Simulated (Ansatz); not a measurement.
# Si₆Ge: what the fields show

```
CELL_PARAMETERS angstrom
5.94357 0.00000 0.00046
0.00000 7.72899 0.00000
-2.92291 0.00000 5.93854
ATOMIC_POSITIONS crystal
Si 0.41481 0.75092 0.40833
Si 0.41481 0.24908 0.40833
Si 0.97991 0.75183 0.37792
Si 0.97991 0.24817 0.37792
Si 0.53515 0.74931 0.11026
Si 0.53515 0.25069 0.11026
Si 0.61285 0.00000 0.62370
Si 0.61455 0.50000 0.62101
Si 0.00951 0.50000 0.59986
Si 0.01054 0.00000 0.59864
Si 0.43439 0.50000 0.88117
Si 0.43305 0.00000 0.88573
Ge 0.01596 0.82744 0.00733
Ge 0.01596 0.17256 0.00733
```

Space group Pm; a generated structure, not necessarily the stable one.

Method: DFT PBE, scalar-relativistic, plane waves, PAW (Ansatz 0.2.0).

The density is the valence pseudo-density of a PAW calculation; it isn't the true density close to the nuclei.

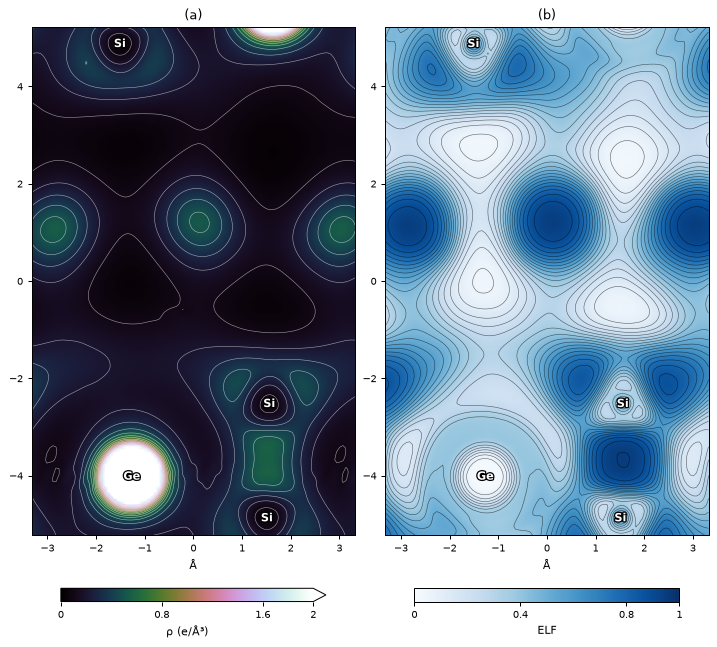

Figure 1. (a) valence pseudo-density; (b) ELF on the (011) plane of the conventional cell.

Describe what can be read from this map.

Answer.
- Atoms in the plane: Si and Ge.
- Si–Si (2.35 Å): the density is about 0.57 e/Å³ at the midpoint; the ELF peaks at about 0.95 between the atoms.
- Between the atoms the lowest density in this plane is 0.03 e/Å³.

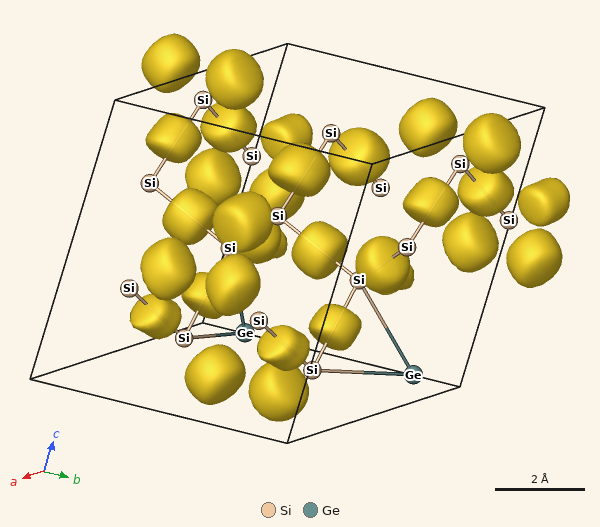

Figure 2. Isosurface of the electron localisation function at 0.8 (yellow), seen at an oblique angle. Only the valence region is drawn (cores and ρ < 0.01 e/Å³ removed). Sticks mark near contacts.

Where are the electrons localised?

Answer. At this value the surface marks out 24 regions between bonded Si–Si atoms, counted in one cell of 14 atoms. Regions shared between cells count once. Along the contacts the grid gives the following. Si–Ge (2.62 Å): the ELF peaks at about 0.75 in the valence shell of Si, 1.0 Å from its nucleus, and is about 0.60 at the midpoint.

Does the calculation make it a metal, or give it a gap?

Answer. It is gapless in this calculation (a metal or semimetal).
